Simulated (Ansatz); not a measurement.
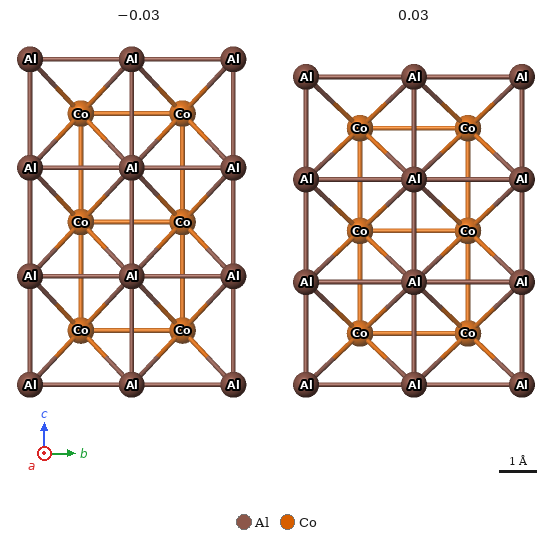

Solid AlCo (set up in Pm-3m), under biaxial strain in the a–b plane (c relaxed, atoms fixed by symmetry), with energies (extrapolated to zero smearing) counted from the relaxed crystal, which is the row at zero. The picture shows the first and the last member. Style: ball-and-stick. Shown: the cell of the calculation, repeated 1 × 2 × 3 with one cell outlined, along the a axis.

Computed with Ansatz 0.2.0: DFT PBE, scalar-relativistic, plane waves, PAW. (plane-wave cutoff 420 eV; k-point mesh 18 × 18 × 18; occupations gaussian; smearing width 0.1 eV; no spin polarisation; force threshold 0.008 eV/Å)

```csv
strain,energy (meV/atom),a (Å),c (Å)
−0.03,19.57,2.766,2.952
−0.02,?,?,?
−0.01,2.38,2.823,2.878
0.0,0.00,2.852,2.852
0.01,2.46,2.880,2.830
0.02,9.52,2.909,2.811
0.03,20.84,2.937,2.793
```

### Estimate the missing row from the others, and compare with the calculation.

A parabola through three neighbouring rows (−0.03, −0.01, 0.0) gives, with Lagrange weights, (0.3333)(19.57) + (1.0000)(2.38) + (−0.3333)(0.00) = 8.90 meV/atom. The calculation gives 9.23 meV/atom (a = 2.795 Å, c = 2.912 Å). The estimate is 0.33 meV/atom too low. From the first member to the last: Al–Al 2.766 → 2.937 Å, Co–Co 2.766 → 2.937 Å, Co–Co 2.952 → 2.793 Å.

The whole series:

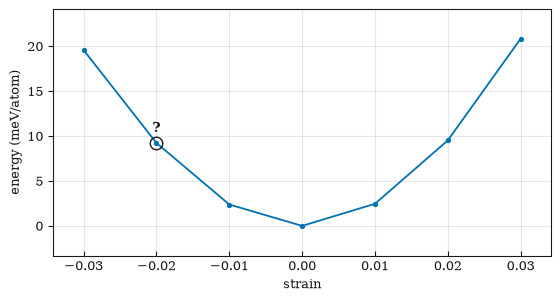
